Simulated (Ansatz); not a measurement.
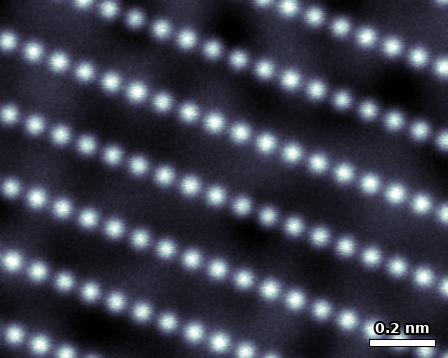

Dark-field STEM-like image of Ru (Im-3m, No. 229). Simulation: incoherent imaging, intensity Z^1.7 per atom, probe width 0.50 Å, thin sample. The probe carries 15 % of its weight in a tail 2.5 times as wide. Shot noise, a slight drift and the speckle of an amorphous layer were added. Model: a calculation's starting geometry; the starting structure was generated, so it need not be a known form of this composition.

Space group Im-3m (No. 229). a = 3.000 Å, b = 3.000 Å, c = 3.000 Å, α = 90.00°, β = 90.00°, γ = 90.00°
```json
{"atom": "Ru", "site": "2a", "symmetry": "m-3m", "x": "0.0000", "y": "0.0000", "z": "0.0000"}
```

> Which beam direction gives this image, [110], [210], [211] or [221]? (Directions equivalent by symmetry count as one.)

[211]. The projected cells are 1.50 × 2.12 Å, 90° for [110]; 1.34 × 1.64 Å, 114° for [210]; 0.87 × 2.12 Å, 90° for [211]; 0.71 × 2.12 Å, 90° for [221], and the image repeats as the [211] one does.
